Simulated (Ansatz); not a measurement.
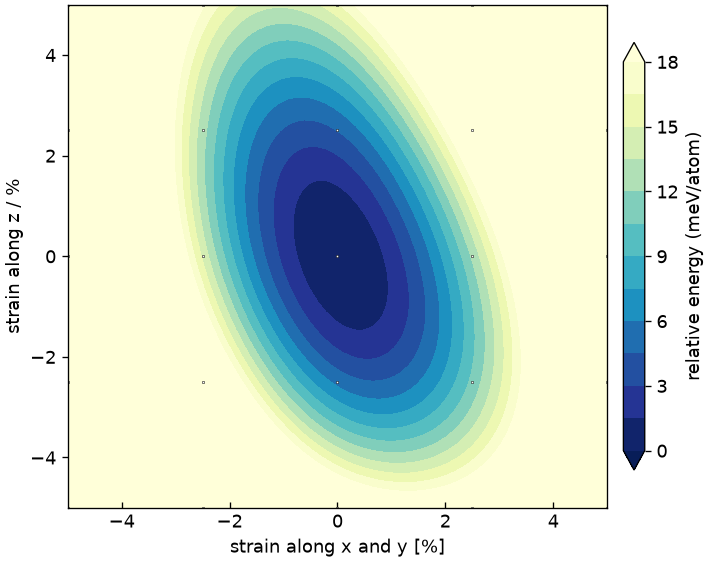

MgO (Fm-3m, No. 225; 2 atoms in the cell). The cell is strained homogeneously, by one strain along x and y and another along z, with fractional coordinates fixed (x, y and z along the cube axes). Coordinates scanned: (1) strain along x and y; (2) strain along z. The scan uses a 5 × 5 grid. Points are written as (first, second). Energies: meV/atom, counted from the lowest grid point. Method: DFT PBE, scalar-relativistic, plane waves, PAW in Ansatz. Settings: cutoff 420 eV, k-mesh 10×10×10, gaussian smearing 0.05 eV, no spin polarisation.

Drawn: filled contours, dots at the grid points, one colour for all values above the top of the scale. Between grid points the surface is interpolated.

### Estimate the clamped-ion elastic constants that this map fixes.

With the cell volume of 19.2 Å³, the curvatures of the interpolated surface at its minimum give C₁₁ + C₂₂ + 2C₁₂ ≈ 710 GPa, C₃₃ ≈ 270 GPa and C₁₃ + C₂₃ ≈ 180 GPa (clamped ions, Cartesian axes of the cell). A stretch of 1 % along z with free sides (kept equal in x and y) would change the in-plane lengths by about −0.25 %.
